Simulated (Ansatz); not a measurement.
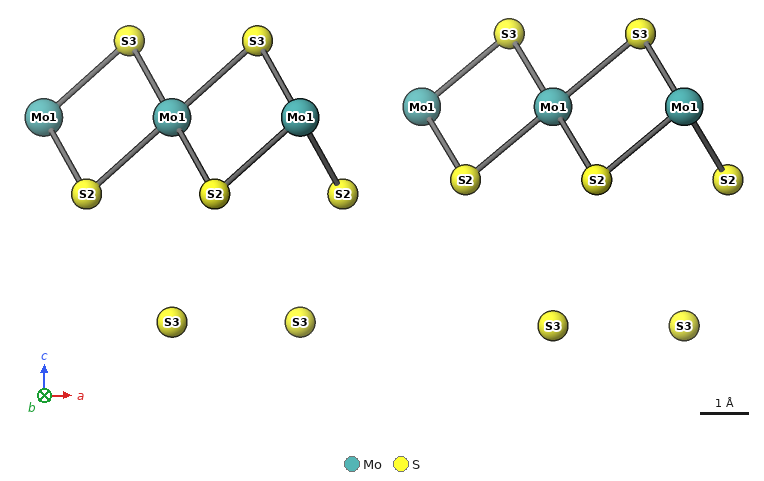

Two geometries of a crystal of MoS₂ (set up in R-3m), drawn at one scale. One is the start of a relaxation, the other its converged end. Style: ball-and-stick. Shown: the atoms within 4.2 Å of the atom that moves most (axes of the conventional cell (3 times the calculation's cell)), along the b axis. Lengths and directions refer to the drawn axes.

Level of theory: Kohn-Sham DFT of a periodic cell, PBEsol with D4, Ansatz PAW in Ansatz 0.2.0. (plane-wave cutoff 420 eV; k-point mesh 10 × 10 × 10; occupations fermi-dirac; smearing width 0.05 eV; no spin polarisation; cell and atoms relaxed; force threshold 0.01 eV/Å; at most 40 steps)

**Which of the two is the end point?**

The left one is the relaxed one. The run lets cell and atoms move. The largest moves relative to the cell, 0.13 Å, are those of S2 and S3. S2 goes along −c. Mo stays in place. The volume changes by −8.0 %, with a = b 3.171 → 3.098 Å (−2.3 %), c 18.345 → 17.675 Å (−3.7 %). Some distances before and after: Mo1–S2 2.385 → 2.403 Å. Among the angles between lasting bonds that change: S2–Mo1–S2 83.3° → 80.3°, Mo1–S3–Mo1 83.3° → 80.3°, S2–Mo1–S3 96.7° → 99.7°. The space group stays R-3m (No. 166). After 5 accepted moves (6 points after the start) the energy has fallen by 30.1 meV per atom. The largest force component goes from 0.76 to under 0.0001 eV/Å. Pressure: 0.74 GPa at the start and −0.01 GPa at the end. At 1 point the geometry stayed and the basis and grid were re-selected for the new cell (energy shift of 0.1 meV per atom at most each time). The run took 41 s on 2 threads of Intel(R) Xeon(R) Processor @ 2.50GHz (Skylake/Cascade Lake), on a shared host, peak memory 0.46 GiB.
